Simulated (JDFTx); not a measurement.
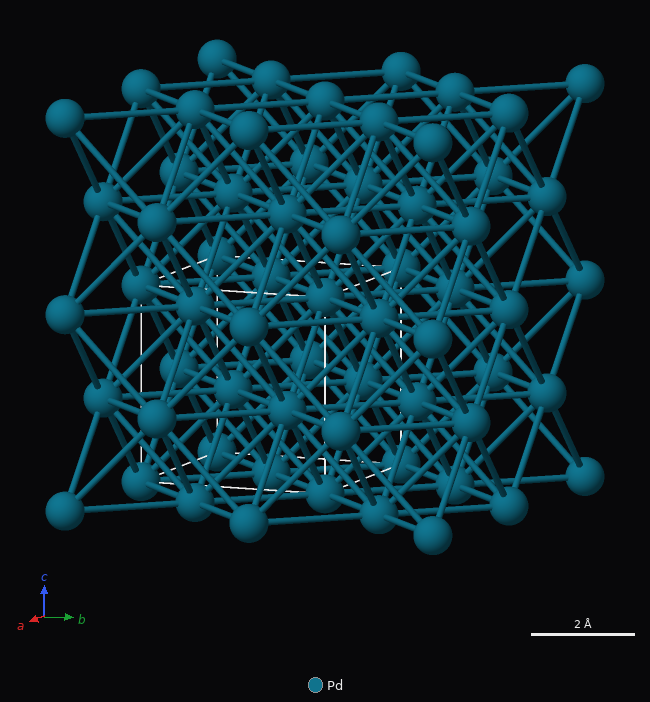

*The starting structure (ball-and-stick view of the cell 4 times as large as that of the calculation, set on its symmetry axes, repeated 2 × 2 × 2, seen slightly off an axis). An atom can appear more than once, as a periodic image.*

Near neighbours in the periodic cell (some may lie outside the picture): Pd has 12 Pd at 2.75 Å.

## Geometry relaxation, with input and output: Pd (part 1 of 2)

- system: Pd (Fm-3m, 1 atom in the cell)
- method: Kohn-Sham DFT of a periodic cell, PBE with D3, PseudoDojo-SR-PBE-0.5-standard, no spin polarisation (JDFTx 1.7.0 (patched build))

The structure derives from an entry of the Crystallography Open Database.

## The input
```
lattice Face-Centered Cubic 7.3567038032
coords-type Lattice
ion Pd     0.0000000000     0.0000000000     0.0000000000 1

ion-species pseudo/Pd.upf
elec-cutoff 41
elec-ex-corr gga-PBE
van-der-waals D3
kpoint-folding 12 12 12
elec-smearing Fermi 0.0018374661
elec-n-bands 15
electronic-SCF nIterations 100 energyDiffThreshold 1e-09
electronic-minimize nIterations 30 energyDiffThreshold 1e-7
forces-output-coords Cartesian
lattice-minimize nIterations 40 energyDiffThreshold 1e-6

dump-name run.$VAR
dump End Ecomponents EigStats BandEigs Kpoints Forces Stress ElecDensity Dtot KEdensity
```

Hardware: 1 thread of Intel Xeon (Granite Rapids), 32 GiB of memory available, shared host.

Command:
```bash
jdftx -c 1 -i Pd.in -o Pd.out
```

## Log
```
*************** JDFTx 1.7.0 (patched build) ***************

Input parsed successfully to the following command list (including defaults):
[... the input with its defaults ...]

---------- Setting up symmetries ----------

Found 48 point-group symmetries of the bravais lattice
Found 48 space-group symmetries with basis
Applied RMS atom displacement 0 bohrs to make symmetries exact.

---------- Initializing the Grid ----------
R =
[            0      3.67835      3.67835  ]
[      3.67835            0      3.67835  ]
[      3.67835      3.67835            0  ]
unit cell volume = 99.5382
G =
[  -0.854076   0.854076   0.854076  ]
[   0.854076  -0.854076   0.854076  ]
[   0.854076   0.854076  -0.854076  ]
Minimum fftbox size, Smin = [  32  32  32  ]
Chosen fftbox size, S = [  32  32  32  ]

---------- Exchange Correlation functional ----------
Initalized PBE GGA exchange.
Initalized PBE GGA correlation.

---------- Setting up pseudopotentials ----------
Width of ionic core gaussian charges (only for fluid interactions / plotting) set to 0

Reading pseudopotential file 'pseudo/Pd.upf':
  'Pd' pseudopotential, 'PBE' functional
  Generated using ONCVPSP code by D. R. Hamann
  18 valence electrons, 3 orbitals, 6 projectors, 1001 radial grid points, with lMax = 2
    4S    l: 0   occupation:  2.0   eigenvalue: -3.135885
    4P    l: 1   occupation:  6.0   eigenvalue: -1.881528
    4D    l: 2   occupation: 10.0   eigenvalue: -0.148752
  Core radius for overlap checks: 1.48 bohrs.

Initialized 1 species with 1 total atoms.

Folded 1 k-points by 12x12x12 to 1728 k-points.

---------- Setting up k-points, bands, fillings ----------
Reduced to 72 k-points under symmetry.
Computing the number of bands and number of electrons
Calculating initial fillings.
nElectrons:  18.000000   nBands: 15   nStates: 72

----- Setting up reduced wavefunction bases (one per k-point) -----
average nbasis = 1248.252 , ideal nbasis = 1248.129

Initializing DFT-D3 calculator:
	Parameters set for gga-PBE functional
	s6:  1.000  s_r6:  1.217
	s8:  0.722  s_r8:  1.000
	Per-atom parameters loaded for:
	Pd:  sqrtQ[a0]:  5.526  Rcov[a0]:  2.041  CN: [ 0.00 1.86 5.71 ]

---------- Setting up ewald sum ----------
Optimum gaussian width for ewald sums = 1.875234 bohr.
Real space sum over 2197 unit cells with max indices [  6  6  6  ]
Reciprocal space sum over 2197 terms with max indices [  6  6  6  ]

Computing DFT-D3 correction:
# coordination-number Pd 8.282
# diagonal-C6 Pd 265.87
EvdW_6 =   -0.009346
EvdW_8 =   -0.012259

---------- Allocating electronic variables ----------
Initializing wave functions:  linear combination of atomic orbitals
Note: number of bands (15) exceeds available atomic orbitals (9)
Pd pseudo-atom occupations:   s ( 2 )  p ( 6 )  d ( 10 )
	FillingsUpdate:  mu: +0.627803444  nElectrons: 18.000000
LCAOMinimize: Iter:   0  F: -128.3047905842981322  |grad|_K:  3.722e-03  alpha:  1.000e+00
	FillingsUpdate:  mu: +0.719411915  nElectrons: 18.000000
LCAOMinimize: Iter:   1  F: -128.3536626034864412  |grad|_K:  2.332e-05  alpha:  4.266e-01  linmin: -8.195e-02  cgtest:  5.102e-01
LCAOMinimize: Encountered beta<0, resetting CG.
[... 4 lines of inner loops ...]
LCAOMinimize: Encountered beta<0, resetting CG.
	FillingsUpdate:  mu: +0.719741179  nElectrons: 18.000000
LCAOMinimize: Iter:   4  F: -128.3536661996316468  |grad|_K:  1.425e-07  alpha:  6.906e-01  linmin: -2.447e-03  cgtest:  1.421e-02
LCAOMinimize: Converged (|Delta F|<1.000000e-06 for 2 iters).

--------- Lattice Minimization ---------

Computing DFT-D3 correction:
# coordination-number Pd 8.282
# diagonal-C6 Pd 265.87
EvdW_6 =   -0.009346
EvdW_8 =   -0.012259

-------- Electronic minimization -----------
Will mix electronic density at each iteration.
	FillingsUpdate:  mu: +0.719741179  nElectrons: 18.000000
	FillingsUpdate:  mu: +0.718067174  nElectrons: 18.000000
SCF: Cycle:  0   F: -128.373291996529957   dF: -1.963e-02   |Residual|: 5.270e-02   |deigs|: 5.633e-02
	FillingsUpdate:  mu: +0.729245823  nElectrons: 18.000000
SCF: Cycle:  1   F: -128.375090196077366   dF: -1.798e-03   |Residual|: 1.406e-02   |deigs|: 1.280e-02
	FillingsUpdate:  mu: +0.727537827  nElectrons: 18.000000
SCF: Cycle:  2   F: -128.375122978131969   dF: -3.278e-05   |Residual|: 6.242e-03   |deigs|: 1.649e-03
	FillingsUpdate:  mu: +0.727059137  nElectrons: 18.000000
SCF: Cycle:  3   F: -128.375125564080150   dF: -2.586e-06   |Residual|: 8.807e-04   |deigs|: 4.737e-04
	FillingsUpdate:  mu: +0.727033274  nElectrons: 18.000000
SCF: Cycle:  4   F: -128.375125681481961   dF: -1.174e-07   |Residual|: 1.346e-04   |deigs|: 1.751e-04
	FillingsUpdate:  mu: +0.727024132  nElectrons: 18.000000
SCF: Cycle:  5   F: -128.375125697634871   dF: -1.615e-08   |Residual|: 4.187e-05   |deigs|: 1.365e-04
	FillingsUpdate:  mu: +0.727023457  nElectrons: 18.000000
SCF: Cycle:  6   F: -128.375125700226050   dF: -2.591e-09   |Residual|: 1.177e-05   |deigs|: 9.303e-05
	FillingsUpdate:  mu: +0.727024240  nElectrons: 18.000000
SCF: Cycle:  7   F: -128.375125701043658   dF: -8.176e-10   |Residual|: 3.152e-06   |deigs|: 1.277e-04
	FillingsUpdate:  mu: +0.727024133  nElectrons: 18.000000
SCF: Cycle:  8   F: -128.375125701234452   dF: -1.908e-10   |Residual|: 4.603e-06   |deigs|: 1.592e-04
SCF: Converged (|Delta E|<1.000000e-09 for 2 iters).

Setting wave functions to eigenvectors of Hamiltonian

Computing DFT-D3 correction:
# coordination-number Pd 8.282
# diagonal-C6 Pd 265.87
EvdW_6 =   -0.009346
EvdW_8 =   -0.012259
# Lattice vectors:
R =
[            0      3.67835      3.67835  ]
[      3.67835            0      3.67835  ]
[      3.67835      3.67835            0  ]
unit cell volume = 99.5382

# Strain tensor in Cartesian coordinates:
[            0            0            0  ]
[            0            0            0  ]
[            0            0            0  ]

# Stress tensor in Cartesian coordinates [Eh/a0^3]:
[  3.76609e-05            0            0  ]
[            0  3.76609e-05            0  ]
[            0            0  3.76609e-05  ]

# Ionic positions in lattice coordinates:
ion Pd   0.000000000000000   0.000000000000000   0.000000000000000 1

# Forces in Cartesian coordinates:
force Pd   0.000000000000000   0.000000000000000  -0.000000000000000 1

# Energy components:
   Eewald =     -100.9620172125665079
       EH =       25.8423207874418637
     Eloc =      -86.0232403941217854
      Enl =        1.2823605359125629
     EvdW =       -0.0216046774512227
      Exc =      -21.1764015287124785
 Exc_core =        7.1354694506763634
       KE =       45.5487091337075327
-------------------------------------
     Etot =     -128.3744039051136383
       TS =        0.0007217961208113
-------------------------------------
        F =     -128.3751257012344524

LatticeMinimize: Iter:   0  F: -128.375125701234452  |grad|_K:  1.401e-03

#--- Lowdin population analysis ---
# oxidation-state Pd +0.642

Computing DFT-D3 correction:
# coordination-number Pd 8.290
# diagonal-C6 Pd 265.87
EvdW_6 =   -0.009350
EvdW_8 =   -0.012268

-------- Electronic minimization -----------
Will mix electronic density at each iteration.
	FillingsUpdate:  mu: +0.727024133  nElectrons: 18.000000
	FillingsUpdate:  mu: +0.727585674  nElectrons: 18.000000
SCF: Cycle:  0   F: -128.375127536806133   dF: -4.366e-08   |Residual|: 1.879e-04   |deigs|: 3.990e-05
	FillingsUpdate:  mu: +0.727530369  nElectrons: 18.000000
SCF: Cycle:  1   F: -128.375127577840146   dF: -4.103e-08   |Residual|: 2.860e-05   |deigs|: 5.967e-05
	FillingsUpdate:  mu: +0.727535097  nElectrons: 18.000000
SCF: Cycle:  2   F: -128.375127578426799   dF: -5.867e-10   |Residual|: 9.899e-06   |deigs|: 2.251e-05
	FillingsUpdate:  mu: +0.727535959  nElectrons: 18.000000
SCF: Cycle:  3   F: -128.375127578471677   dF: -4.488e-11   |Residual|: 1.154e-06   |deigs|: 1.063e-05
SCF: Converged (|Delta E|<1.000000e-09 for 2 iters).

Setting wave functions to eigenvectors of Hamiltonian

Computing DFT-D3 correction:
# coordination-number Pd 8.290
# diagonal-C6 Pd 265.87
EvdW_6 =   -0.009350
EvdW_8 =   -0.012268
LatticeMinimize: 	Wolfe criterion not satisfied: alpha: 1  (E-E0)/|gdotd0|: -0.956377  gdotd/gdotd0: 0.912311 (taking cubic step)

Computing DFT-D3 correction:
# coordination-number Pd 8.306
# diagonal-C6 Pd 265.87
EvdW_6 =   -0.009360
EvdW_8 =   -0.012286

-------- Electronic minimization -----------
Will mix electronic density at each iteration.
	FillingsUpdate:  mu: +0.727535959  nElectrons: 18.000000
	FillingsUpdate:  mu: +0.728660545  nElectrons: 18.000000
SCF: Cycle:  0   F: -128.375130623322349   dF: -1.591e-07   |Residual|: 3.969e-04   |deigs|: 1.183e-05
	FillingsUpdate:  mu: +0.728545047  nElectrons: 18.000000
SCF: Cycle:  1   F: -128.375130802885991   dF: -1.796e-07   |Residual|: 6.823e-05   |deigs|: 1.060e-04
	FillingsUpdate:  mu: +0.728558136  nElectrons: 18.000000
SCF: Cycle:  2   F: -128.375130806735314   dF: -3.849e-09   |Residual|: 1.831e-05   |deigs|: 1.743e-05
	FillingsUpdate:  mu: +0.728560521  nElectrons: 18.000000
SCF: Cycle:  3   F: -128.375130806955440   dF: -2.201e-10   |Residual|: 3.416e-06   |deigs|: 6.909e-06
	FillingsUpdate:  mu: +0.728560608  nElectrons: 18.000000
SCF: Cycle:  4   F: -128.375130806972038   dF: -1.660e-11   |Residual|: 1.163e-06   |deigs|: 6.374e-06
SCF: Converged (|Delta E|<1.000000e-09 for 2 iters).

Setting wave functions to eigenvectors of Hamiltonian

Computing DFT-D3 correction:
# coordination-number Pd 8.306
# diagonal-C6 Pd 265.87
EvdW_6 =   -0.009360
EvdW_8 =   -0.012286
# Lattice vectors:
R =
[            0      3.67643      3.67643  ]
[      3.67643            0      3.67643  ]
[      3.67643      3.67643            0  ]
unit cell volume = 99.382

# Strain tensor in Cartesian coordinates:
[  -0.00052355            0            0  ]
[            0  -0.00052355            0  ]
[            0            0  -0.00052355  ]

# Stress tensor in Cartesian coordinates [Eh/a0^3]:
[  2.76203e-05            0            0  ]
[            0  2.76203e-05            0  ]
[            0            0  2.76203e-05  ]

# Ionic positions in lattice coordinates:
ion Pd   0.000000000000000   0.000000000000000   0.000000000000000 1

# Forces in Cartesian coordinates:
force Pd   0.000000000000000   0.000000000000000  -0.000000000000000 1

# Energy components:
   Eewald =     -101.0149036110331906
       EH =       25.8135212400882388
     Eloc =      -85.9422480544395881
      Enl =        1.2827065054855054
     EvdW =       -0.0216467063198897
      Exc =      -21.1770046504897813
 Exc_core =        7.1354693170536612
       KE =       45.5496956466528786
-------------------------------------
     Etot =     -128.3744103130021870
       TS =        0.0007204939698627
-------------------------------------
        F =     -128.3751308069720380
```
